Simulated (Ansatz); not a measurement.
## Cd7Se8 (charge −2): geometry relaxation (part 2 of 2)

The same run, continued: Cd7Se8 (defect cell, 15 atoms in the cell, total charge −2); DFT PBE, scalar-relativistic, plane waves, PAW (Ansatz 0.2.0); cutoff 420 eV, 4×4×4 k-mesh, Gaussian smearing of 0.05 eV. The structure derives from an entry of the Crystallography Open Database. The run did not end well. It belongs to a series of runs on one base structure; here: atom 4 (Cd) set half-way to the vacancy, atoms relaxed in the symmetry of that start.

Geometry of the input (Å; fractional positions):
```
2.1919  -3.7965  7.1529
2.1919  -3.7965  -7.1529
4.3838  7.5930  0.0000
Cd 0.6665  0.6669  0.3333
Cd 0.1665  0.1669  0.8333
Cd 0.6665  0.6669  0.8333
Cd 0.3748  0.1252  0.2500
Cd 0.0831  0.5835  0.1667
Cd 0.5831  0.0835  0.6667
Cd 0.0831  0.5835  0.6667
Se 0.8544  0.4790  0.3333
Se 0.3544  0.9790  0.3333
Se 0.8544  0.4790  0.8333
Se 0.3544  0.9790  0.8333
Se 0.7710  0.8956  0.1667
Se 0.2710  0.3956  0.1667
Se 0.7710  0.8956  0.6667
Se 0.2710  0.3956  0.6667
```

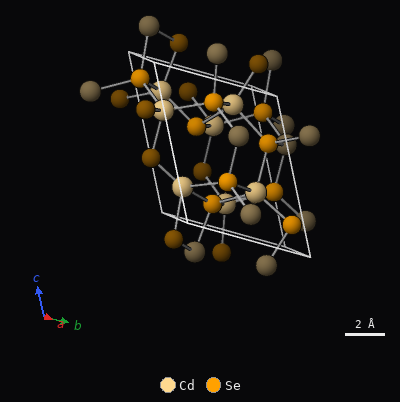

Figure 1. The geometry at step 4 of the log (ball-and-stick view of the cell of the calculation, seen at an oblique angle; neighbours outside the cell are drawn fainter).

What the program printed, continued
```
SCF iter   1: F=—  HF=-101528.239389 eV  |F-HF|=—  |Δ(HF+E_count)|=         —  Δρ=8.51e-3  dr2=2.29e-1  ethr=1.02e-3  ⟨swp⟩=4.0  Hψ=12970  notcnv=0  defer=717
preconditioner: auto → Resta (q_TF=auto, 2.482 Å⁻¹)  ε∞=3.9  [insulator: Δε(μ)=0.168 eV  Ē_g=11.471 eV  σ=0.050 eV  W_gap=0.98  n_scr=122 (ndim 8)  ℏωp=19.7 eV  f_vac=0.214  D(μ)=0.05/eV (n_scr^D=0)  ε∞_Penn≈3.9]
SCF iter   2: F=—  HF=-101528.165639 eV  |F-HF|=—  |Δ(HF+E_count)|=   7.38e-2  Δρ=3.87e-3  dr2=3.66e-2  ethr=8.49e-5  ⟨swp⟩=2.0  Hψ=10218  notcnv=0  defer=726
SCF iter   3: F=—  HF=-101528.156246 eV  |F-HF|=—  |Δ(HF+E_count)|=   9.39e-3  Δρ=5.65e-4  dr2=1.12e-3  ethr=1.36e-5  ⟨swp⟩=2.0  Hψ=8952  notcnv=0  defer=726
SCF iter   4: F=—  HF=-101528.157680 eV  |F-HF|=—  |Δ(HF+E_count)|=   1.43e-3  Δρ=1.90e-4  dr2=1.88e-4  ethr=4.14e-7  ⟨swp⟩=2.0  Hψ=9606  notcnv=0  defer=726
SCF iter   5: F=—  HF=-101528.157696 eV  |F-HF|=—  |Δ(HF+E_count)|=   1.63e-5  Δρ=5.76e-5  dr2=2.46e-5  ethr=6.98e-8  ⟨swp⟩=2.0  Hψ=9930  notcnv=0  defer=726
SCF iter   6: F=—  HF=-101528.157709 eV  |F-HF|=—  |Δ(HF+E_count)|=   1.32e-5  Δρ=2.23e-5  dr2=4.65e-6  ethr=9.13e-9  ⟨swp⟩=2.0  Hψ=8598  notcnv=0  defer=726
SCF iter   7: F=-101528.157714 eV  HF=-101528.157714 eV  |F-HF|=3.32e-7  |Δ(HF+E_count)|=   4.46e-6  Δρ=1.00e-5  dr2=6.66e-7  ethr=1.15e-9  ⟨swp⟩=14.7  Hψ=49446  notcnv=0
SCF 7 converged in 7 iterations: F = -101528.157714 eV  dr2 = 6.66e-7
relax step   7: F+E_penalty+E_count = -101528.15771420 eV  Δ(F+E_penalty+E_count) = -5.441e-2 eV  max|allowed force component| = 1.279e-1 eV/Å  Δτ_max = 0.2000 Å  (7 SCF iters, dr2 threshold 3.11e-6 eV, accepted)
SCF iter   1: F=—  HF=-101528.243592 eV  |F-HF|=—  |Δ(HF+E_count)|=         —  Δρ=6.78e-3  dr2=1.58e-1  ethr=7.87e-4  ⟨swp⟩=4.0  Hψ=13018  notcnv=0  defer=720
preconditioner: auto → Resta (q_TF=auto, 2.482 Å⁻¹)  ε∞=4.0  [insulator: Δε(μ)=0.233 eV  Ē_g=11.469 eV  σ=0.050 eV  W_gap=1.00  n_scr=122 (ndim 8)  ℏωp=19.7 eV  f_vac=0.214  D(μ)=0.00/eV (n_scr^D=0)  ε∞_Penn≈4.0]
SCF iter   2: F=—  HF=-101528.200169 eV  |F-HF|=—  |Δ(HF+E_count)|=   4.34e-2  Δρ=3.18e-3  dr2=2.27e-2  ethr=5.86e-5  ⟨swp⟩=2.6  Hψ=9807  notcnv=0  defer=721
SCF iter   3: F=—  HF=-101528.196142 eV  |F-HF|=—  |Δ(HF+E_count)|=   4.03e-3  Δρ=6.04e-4  dr2=1.01e-3  ethr=8.42e-6  ⟨swp⟩=2.0  Hψ=8854  notcnv=0  defer=721
SCF iter   4: F=—  HF=-101528.197182 eV  |F-HF|=—  |Δ(HF+E_count)|=   1.04e-3  Δρ=1.67e-4  dr2=1.60e-4  ethr=3.74e-7  ⟨swp⟩=2.0  Hψ=8603  notcnv=0  defer=721
SCF iter   5: F=—  HF=-101528.197192 eV  |F-HF|=—  |Δ(HF+E_count)|=   1.01e-5  Δρ=5.31e-5  dr2=2.21e-5  ethr=5.93e-8  ⟨swp⟩=2.0  Hψ=9647  notcnv=0  defer=721
SCF iter   6: F=—  HF=-101528.197202 eV  |F-HF|=—  |Δ(HF+E_count)|=   9.68e-6  Δρ=2.08e-5  dr2=3.83e-6  ethr=1.24e-9  ⟨swp⟩=14.9  Hψ=50981  notcnv=0
```

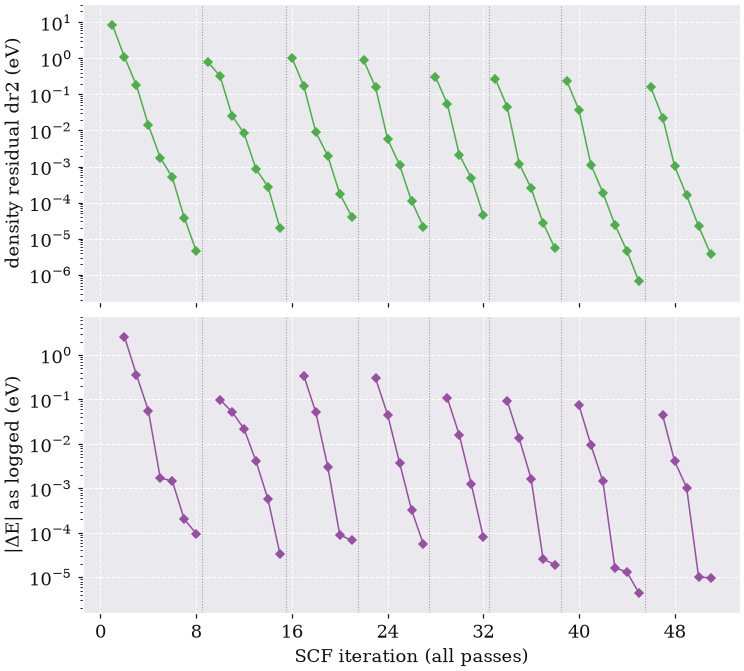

Figure 2. Convergence of the self-consistent field: density residual dr2 and size of the energy change against the SCF iteration. Dotted lines part the SCF passes that the log prints in full.

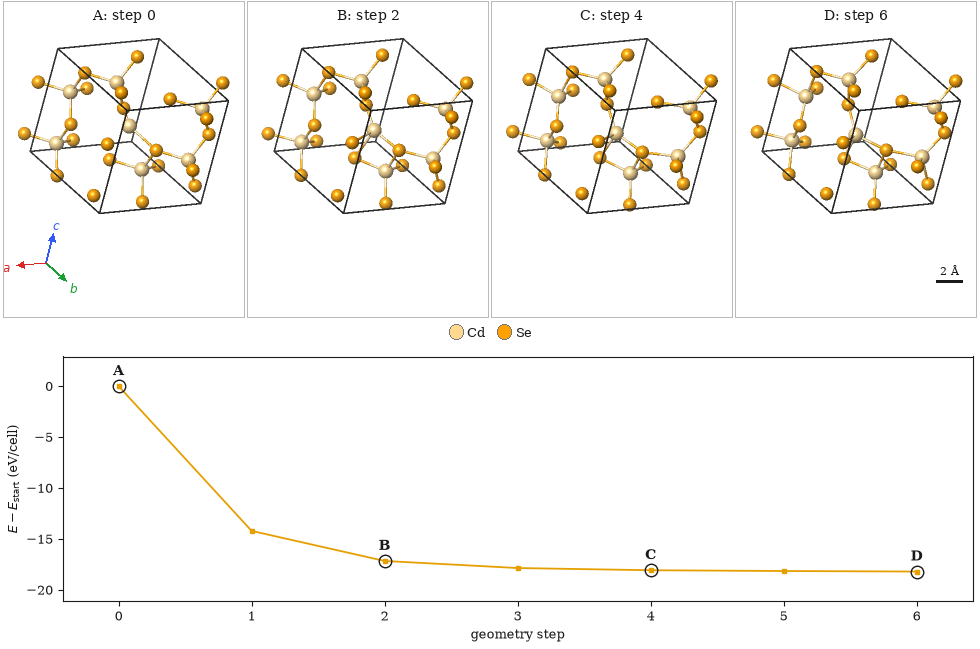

Figure 3. Frames of the relaxation (ball-and-stick view of the cell of the calculation (origin shifted), with bonded neighbours outside it, seen at an oblique angle) above the curves, on which the letters mark them (the first geometry is step 0 here and step 1 in the log).

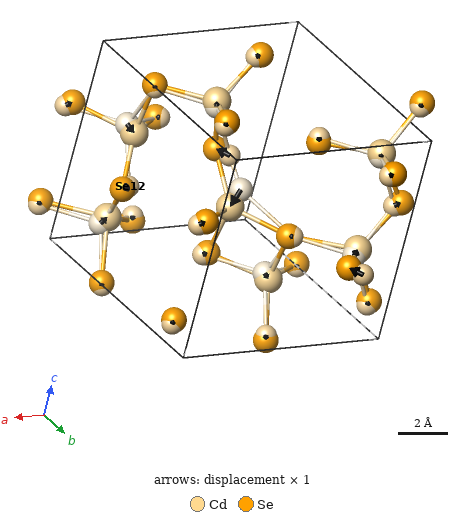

Figure 4. Start (faint) and end (solid) with the displacements as black arrows, at true length (ball-and-stick view of the cell of the calculation (origin shifted), with bonded neighbours outside it, seen at an oblique angle). The run was cut off at its time limit before the relaxation converged, so the last structure is only a point on the way. The energy falls by 18.201 eV per cell of the calculation in 6 geometry steps. Largest force component: 58 eV/Å at the start, 0.13 eV/Å at the end. Cd4 moves most: 0.84 Å. Largest moves by element: Cd 0.84 Å, Se 0.67 Å. The cell stays as it was. Among the contacts that change: Cd4–Se9 1.553 → 2.594 Å, Cd4–Se8 3.467 → 2.744 Å, Cd4–Se11 3.467 → 2.762 Å, Cd5–Se13 2.688 → 2.907 Å. Among the angles that change: Se12–Cd3–Se15 109.6° → 135.8°, Se9–Cd5–Se13 109.3° → 89.3°, Se12–Cd1–Se13 109.6° → 128.8°. (Atoms are counted from 1 in the order of the input.)

Trajectory as extended XYZ (Å, eV, eV/Å), 7 frames, from step=1 to step=7
```
15
Lattice="2.1919 -3.7965 7.1529 2.1919 -3.7965 -7.1529 4.3838 7.5930 0.0000" Properties=species:S:1:pos:R:3:forces:R:3 step=1 energy=-101509.95660
Cd    4.3838   -2.5310   -0.0027   -0.0316  -1.1391  -0.0928
Cd    4.3838    5.0620   -0.0027    0.0288  -0.6119  -0.0135
Cd    6.5757    1.2655   -0.0027    0.4980   0.8714  -0.6401
Cd    2.1919    0.0000    1.7855   -0.0320 -58.3382 -41.8661
Cd    2.1919   -1.2655   -3.5792   -0.2917   0.5526  -0.1184
Cd    4.3838    2.5310    3.5737    0.2991   0.4504   0.1283
Cd    4.3838    2.5310   -3.5792   -0.0015  -0.3126   0.3589
Se    4.3838   -2.5310    2.6851   -0.1424   0.2585   0.0428
Se    4.3838   -2.5310   -4.4679    0.0310  57.7780  41.2518
Se    6.5757    1.2655    2.6851   -0.0720  -0.0263   0.2080
Se    6.5757    1.2655   -4.4679    0.2191   0.1445  -0.1877
Se    4.3838   -5.0620   -0.8914   -0.1820   0.0132   0.3138
Se    2.1919   -1.2655   -0.8914   -0.0338   0.3904   0.7661
Se    6.5757   -1.2655   -0.8914   -0.0461   0.0331  -0.1537
Se    4.3838    2.5310   -0.8914   -0.2429  -0.0641   0.0028
15
Lattice="2.1919 -3.7965 7.1529 2.1919 -3.7965 -7.1529 4.3838 7.5930 0.0000" Properties=species:S:1:pos:R:3:forces:R:3 step=2 energy=-101524.16707
Cd    4.3836   -2.5377   -0.0033    0.0515  -1.1531  -0.1126
Cd    4.3840    5.0583   -0.0028   -0.0634  -0.6210  -0.0110
Cd    6.5786    1.2707   -0.0065    0.4933   0.8232  -0.6101
Cd    2.1917   -0.1613    1.6687   -0.0604 -12.6554  -9.2153
Cd    2.1890   -1.2613   -3.5792   -0.5094   0.5344  -0.2085
Cd    4.3867    2.5346    3.5751    0.5223   0.4291   0.1602
Cd    4.3838    2.5291   -3.5771    0.0095  -0.2699   0.3436
Se    4.3829   -2.5294    2.6853   -0.2318   0.4305   0.0031
Se    4.3840   -2.3746   -4.3556    0.0130  11.8072   8.5705
Se    6.5753    1.2653    2.6863   -0.0566   0.0000   0.2333
Se    6.5770    1.2664   -4.4690    0.3019   0.3243  -0.2297
Se    4.3828   -5.0620   -0.8896   -0.1678  -0.0040   0.3094
Se    2.1917   -1.2634   -0.8872   -0.0493   0.3573   0.8234
Se    6.5754   -1.2653   -0.8922   -0.0101   0.0674  -0.0666
Se    4.3823    2.5306   -0.8914   -0.2425  -0.0730   0.0083
15
Lattice="2.1919 -3.7965 7.1529 2.1919 -3.7965 -7.1529 4.3838 7.5930 0.0000" Properties=species:S:1:pos:R:3:forces:R:3 step=3 energy=-101527.11740
Cd    4.4144   -2.7157   -0.0244    0.0613  -0.5364  -0.1125
Cd    4.3429    4.9390   -0.0409   -0.0936  -0.2133  -0.1109
Cd    6.6243    1.3828   -0.0681    0.2591   0.4042  -0.3016
Cd    2.1608   -0.3098    1.6170   -0.0935  -3.9288  -2.5587
Cd    2.1383   -1.1313   -3.5952   -0.3349   0.3431  -0.1305
Cd    4.4280    2.6387    3.5718    0.3420   0.2163   0.1311
Cd    4.4001    2.4884   -3.5391    0.0298  -0.0953   0.0866
Se    4.2823   -2.3626    2.6787   -0.0148   0.0418  -0.0561
Se    4.3745   -2.3098   -4.2678    0.0144   3.7023   2.7372
Se    6.5716    1.2567    2.6955    0.0153   0.1712   0.1256
Se    6.6862    1.3940   -4.5155   -0.0049   0.0892  -0.0519
Se    4.4974   -5.1747   -0.9044   -0.1893   0.0430   0.2559
Se    2.1943   -1.2910   -0.7990   -0.0175  -0.1182   0.0078
Se    6.5600   -1.2300   -0.8732    0.0210  -0.0397  -0.0566
Se    4.2737    2.4253   -0.8737    0.0054  -0.0791   0.0358
15
Lattice="2.1919 -3.7965 7.1529 2.1919 -3.7965 -7.1529 4.3838 7.5930 0.0000" Properties=species:S:1:pos:R:3:forces:R:3 step=4 energy=-101527.81107
Cd    4.4762   -2.8847   -0.0918   -0.0543   0.0720  -0.0436
Cd    4.2662    4.8091   -0.1212    0.0143   0.0718  -0.0489
Cd    6.6777    1.4522   -0.1187    0.0041   0.1327  -0.1074
Cd    2.1009   -0.3748    1.6908   -0.0726  -1.6794  -0.9469
Cd    2.0879   -0.9678   -3.5742   -0.0555   0.1653   0.0776
Cd    4.4690    2.7337    3.6055    0.0866   0.1118   0.0505
Cd    4.4008    2.5570   -3.5536    0.0200  -0.0245  -0.0033
Se    4.2975   -2.2610    2.5817    0.0072  -0.0524   0.0295
Se    4.3501   -2.2420   -4.1180    0.0324   1.5122   1.1555
Se    6.5904    1.3689    2.6979   -0.0392   0.0061   0.0495
Se    6.6407    1.4480   -4.6032   -0.0247   0.0075   0.0717
Se    4.6037   -5.3109   -0.8682   -0.0163  -0.0863   0.0685
Se    2.1871   -1.4136   -0.7061   -0.0078  -0.1064  -0.3267
Se    6.5510   -1.2151   -0.8588    0.0460  -0.1181  -0.0248
Se    4.2496    2.3012   -0.9006    0.0603  -0.0126  -0.0009
15
Lattice="2.1919 -3.7965 7.1529 2.1919 -3.7965 -7.1529 4.3838 7.5930 0.0000" Properties=species:S:1:pos:R:3:forces:R:3 step=5 energy=-101528.02919
Cd    4.4767   -2.9040   -0.1567   -0.0277   0.2742  -0.0567
Cd    4.2636    4.8125   -0.1363   -0.0020   0.1111  -0.0516
Cd    6.7053    1.5228   -0.1500   -0.1246  -0.0219   0.0116
Cd    2.0490   -0.5606    1.6963    0.0772  -0.2956  -0.0655
Cd    2.0845   -0.8995   -3.5952    0.1104  -0.0545  -0.0022
Cd    4.4634    2.7619    3.6407   -0.0831  -0.0603  -0.0324
Cd    4.3917    2.6024   -3.5511   -0.0325   0.1168  -0.0031
Se    4.3146   -2.2295    2.5345   -0.0086  -0.0457   0.0148
Se    4.3376   -2.3070   -4.0116    0.0043   0.4549   0.3474
Se    6.5808    1.4296    2.7102   -0.0253  -0.0772  -0.0659
Se    6.6007    1.4597   -4.5908   -0.0079  -0.0682  -0.0263
Se    4.6675   -5.3434   -0.7989    0.0860  -0.1889  -0.0105
Se    2.1812   -1.4551   -0.7873    0.0205  -0.0215  -0.0623
Se    6.5684   -1.2034   -0.8394   -0.0255  -0.0237   0.0301
Se    4.2640    2.3136   -0.9029    0.0392  -0.0998  -0.0273
15
Lattice="2.1919 -3.7965 7.1529 2.1919 -3.7965 -7.1529 4.3838 7.5930 0.0000" Properties=species:S:1:pos:R:3:forces:R:3 step=6 energy=-101528.10331
Cd    4.4507   -2.8570   -0.2552   -0.0499   0.1550  -0.1250
Cd    4.2747    4.8560   -0.1826    0.0380   0.0904  -0.0362
Cd    6.6963    1.5471   -0.1784   -0.0719  -0.0061  -0.0107
Cd    2.1127   -0.6857    1.8388    0.0396  -0.1236   0.0491
Cd    2.0802   -0.9243   -3.6093    0.1009  -0.0748   0.0116
Cd    4.4451    2.7497    3.6317   -0.0912  -0.0458  -0.0230
Cd    4.3922    2.6322   -3.5638   -0.0272   0.0851   0.0179
Se    4.3570   -2.2720    2.4934   -0.0138  -0.0048   0.0442
Se    4.3245   -2.3593   -3.8836   -0.0058   0.2058   0.1333
Se    6.5606    1.4308    2.6820   -0.0002  -0.0496  -0.0283
Se    6.5678    1.4255   -4.6142    0.0115  -0.0255  -0.0153
Se    4.6784   -5.3354   -0.7701    0.0611  -0.1167   0.0157
Se    2.1786   -1.3740   -0.7593   -0.0086  -0.0140  -0.0326
Se    6.5676   -1.1771   -0.8478   -0.0055  -0.0087   0.0322
Se    4.2627    2.3433   -0.9200    0.0229  -0.0664  -0.0326
15
Lattice="2.1919 -3.7965 7.1529 2.1919 -3.7965 -7.1529 4.3838 7.5930 0.0000" Properties=species:S:1:pos:R:3:forces:R:3 step=7 energy=-101528.15771
Cd    4.4049   -2.8125   -0.4037   -0.0455   0.0562  -0.1279
Cd    4.2990    4.8973   -0.2087    0.0288   0.0460  -0.0244
Cd    6.6923    1.5635   -0.2045   -0.0427   0.0020  -0.0121
Cd    2.1578   -0.8184    1.9815    0.0177  -0.0446   0.0708
Cd    2.0917   -0.9496   -3.6152    0.0591  -0.0642   0.0193
Cd    4.4244    2.7414    3.6314   -0.0532  -0.0420  -0.0077
Cd    4.3753    2.6690   -3.5635   -0.0277   0.0439   0.0095
Se    4.4072   -2.3216    2.4419    0.0079   0.0042   0.0689
Se    4.3202   -2.4067   -3.8115   -0.0016   0.1016   0.0520
Se    6.5482    1.4402    2.6672    0.0025  -0.0315  -0.0160
Se    6.5329    1.4034   -4.6186    0.0214  -0.0017  -0.0235
Se    4.6913   -5.3274   -0.7313    0.0395  -0.0551   0.0169
Se    2.1686   -1.2906   -0.7297   -0.0114   0.0054  -0.0181
Se    6.5707   -1.1590   -0.8470   -0.0062   0.0014   0.0075
Se    4.2644    2.3710   -0.9269    0.0113  -0.0216  -0.0151
```

What the run reported

```tsv
quantity	value
outcome	stopped at the time limit
hardware	4 threads of Arm Neoverse V1, 24 GiB of memory available, shared host
wall time	17 min (CPU time 69 min)
peak memory	3 GiB
```

Diagnosis

The run was cut off by its time limit, so the output is incomplete. Warnings of the run: the SCF threshold is looser than advised for the printed stress.
